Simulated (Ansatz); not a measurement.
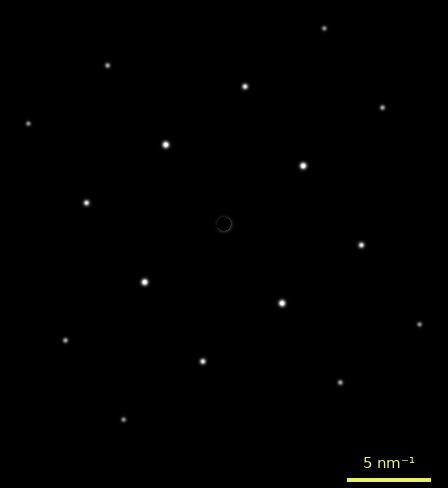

Computed electron diffraction pattern, 120 kV, single scattering only, B = 0.5 Å².

It belongs to Co, space group Fm-3m (No. 225), a = 3.38 Å. Structure: the input geometry of an electronic-structure calculation (not necessarily at equilibrium); the starting structure was generated, so it need not be a known form of this composition.

**Determine the zone axis from the geometry of the pattern.**

The spots form a square net with both shortest vectors at d = 1.69 Å, 90.0° apart. They index as 2 0 0 and 0 2 0, so the zone axis is [001] (or an equivalent direction of <001>).

**Which reflections of this zone are missing, and why?**

The lattice centring (F) removes all reflections that break h + k = 2n, h + l = 2n.
